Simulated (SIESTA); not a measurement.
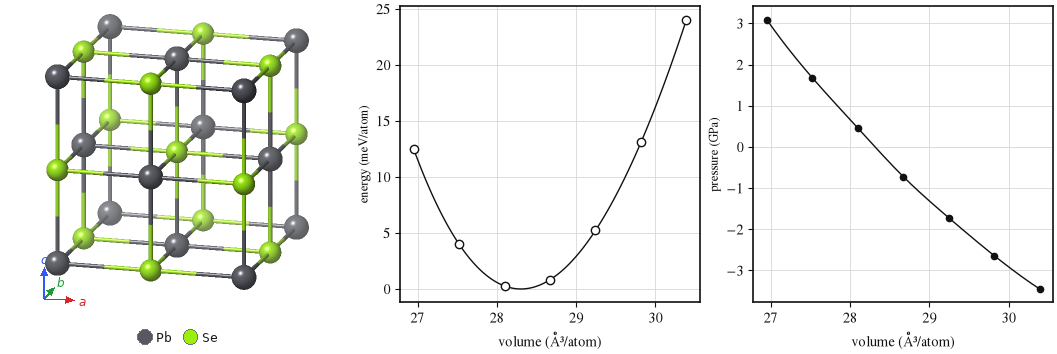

Computed with SIESTA 5.4.2: DFT in numerical atomic orbitals with pseudopotentials, no spin polarisation; energies at scaled volumes of the given cell, shape and fractions fixed, counted from the fit's minimum, third-order Birch-Murnaghan fit. Level: LDA.

k mesh 8×8×8; occupations Fermi–Dirac; smearing width 0.05 eV; potentials PseudoDojo 0.4 standard, converted to PSML, two zetas on semicore shells; program settings basis DZP, mesh cutoff 500 Ry.

Cell as given: a = 4.328 Å, b = 4.328 Å, c = 4.328 Å, α = 60.00°, β = 60.00°, γ = 60.00°; 2 atoms.

Caption: Energy and pressure against volume for PbSe, space group Fm-3m (No. 225). The conventional cell is drawn beside the plot.

A third-order Birch–Murnaghan fit gives V0 = 28.30 Å³/atom, B0 = 56.8 GPa and B′ = 4.3. The energy is 12.50 meV/atom at volume 26.95 Å³/atom and 24.01 meV/atom at 30.39 Å³/atom; the lowest computed point is at volume 28.10 Å³/atom (0.27 meV/atom). The pressure falls from 3.09 GPa at volume 26.95 Å³/atom to −3.45 GPa at 30.39 Å³/atom, and changes sign near 28.32 Å³/atom.

Limits of the calculation: mulliken charges of long orbitals; spin-orbit coupling left out, heavy elements.
